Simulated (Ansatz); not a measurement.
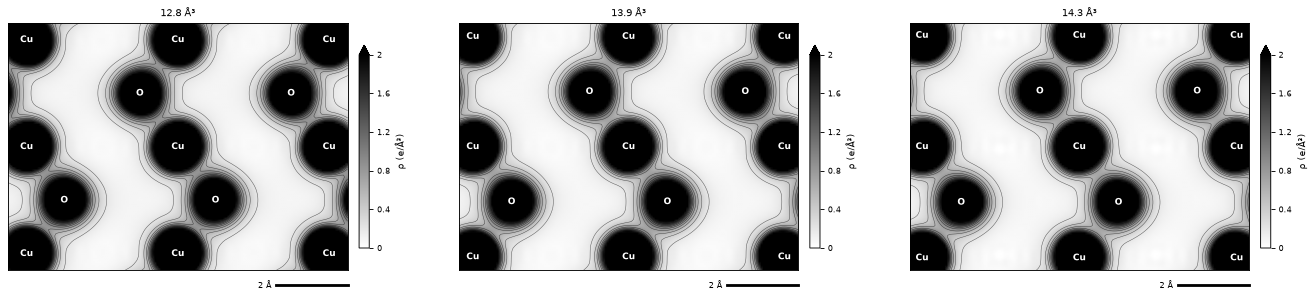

Cu₂O. The valence charge density (pseudo) of cells scaled evenly to different volumes (given per atom above each panel), on the (110) plane of each (indices in the axes of the cell below), at one length scale and on one colour scale.

A structure from a database of computed crystals, not necessarily the ambient phase; started from the database structure prototype, which need not be the ambient phase; computed without spin polarisation.

Level of theory: DFT, r2SCAN, plane waves, PAW (Ansatz 0.2.0).

Core electrons are frozen (PAW), and the valence fields are smoothed inside the atomic spheres.

The largest cell:

```cif
data_structure
_symmetry_space_group_name_H-M 'P 1'
_symmetry_Int_Tables_number 1
_cell_length_a 4.4159
_cell_length_b 4.4159
_cell_length_c 4.4159
_cell_angle_alpha 90.000
_cell_angle_beta 90.000
_cell_angle_gamma 90.000
_cell_volume 86.11
loop_
_atom_site_label
_atom_site_type_symbol
_atom_site_fract_x
_atom_site_fract_y
_atom_site_fract_z
_atom_site_occupancy
Cu1 Cu 0.25000 0.25000 0.75000 1
Cu2 Cu 0.75000 0.25000 0.25000 1
Cu3 Cu 0.25000 0.75000 0.25000 1
Cu4 Cu 0.75000 0.75000 0.75000 1
O1 O 0.50000 0.50000 0.50000 1
O2 O 0.00000 0.00000 0.00000 1
```

| volume (Å³/atom) | Cu–O contact in the plane (Å) | ρ at its midpoint (e/Å³) | pressure (GPa) | gap on the mesh (eV) | 
| --- | --- | --- | --- | --- |
| 12.76 | 1.839 | 0.829 | 0.0 | 0.79 | 
| 13.54 | 1.875 | ? | ? | ? | 
| 13.94 | 1.894 | 0.718 | −9.2 | 0.60 | 
| 14.35 | 1.912 | 0.688 | −11.4 | 0.55 | 

What values belong in the row with question marks?

Over the known rows ln ρ falls by 2.57 per Å of Cu–O distance (a least-squares line), which gives 0.755 e/Å³ at 1.875 Å; the calculation gives 0.752 e/Å³. For the pressure, a straight line in volume between the neighbouring rows gives −6.1 GPa; the calculation gives −6.6, lower because pressure rises ever faster on compression. For the gap on the mesh, a straight line in volume between the neighbouring rows gives 0.66 eV; the calculation gives 0.66.
